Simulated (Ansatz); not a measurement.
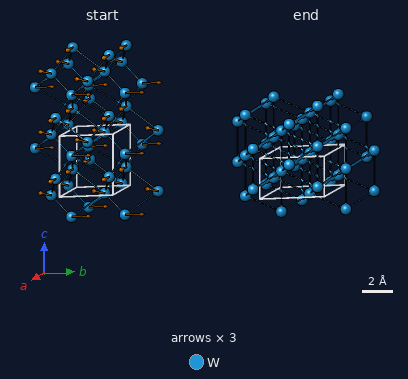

The structure of crystalline W (built on the trigonal selenium_152 type) (coarse preliminary run) before (left) and after (right) a relaxation, at one scale. The orange arrows give the displacements (the part carried along by the change of the cell is left out), 3 times their true length.

The picture is a ball-and-stick view of the cell of the calculation, repeated 1 × 1 × 2 with one cell outlined, seen slightly off an axis.

Case: trigonal selenium type (P3_121, No. 152).

Level of theory: DFT PBEsol, scalar-relativistic, plane waves, PAW (Ansatz). (plane-wave cutoff 420 eV; k-point mesh 6 × 6 × 4; occupations gaussian; smearing width 0.1 eV; no spin polarisation; cell and atoms relaxed; force threshold 0.04 eV/Å; at most 70 steps)

Q: Describe what moved and what it gained.

A: After 14 accepted moves (17 points after the start) the energy has fallen by 13.603 eV per cell of the calculation. Largest force component: 18 eV/Å at the start, under 0.0001 eV/Å at the end. Pressure: 96.37 GPa at the start and 0.02 GPa at the end. The line search rejected the trial step at point 10 of the run. At 2 points the geometry stayed and the basis and grid were re-selected for the new cell (energy shift of 53.5 meV per cell of the calculation at most each time). The largest moves relative to the cell, 0.48 Å, are those of W atoms. The volume changes by −3.2 %, with a = b 3.675 → 4.432 Å (+20.6 %), c 4.169 → 2.773 Å (−33.5 %). Near-neighbour distances that change, for instance: W–W 4.169 → 2.773 Å, W–W 1.997 → 2.721 Å, W–W 3.762 → 3.157 Å, W–W 2.892 → 2.721 Å. Bond angles that change, for instance: W–W–W 103.1° → 70.9°, W–W–W 78.9° → 109.1°, W–W–W 99.0° → 70.9°. The space group (tolerance 0.01 Å) goes from P3_121 (No. 152) to R-3m (No. 166).

Limits of the set-up: the k-point mesh is coarse for a cell with partly filled bands.
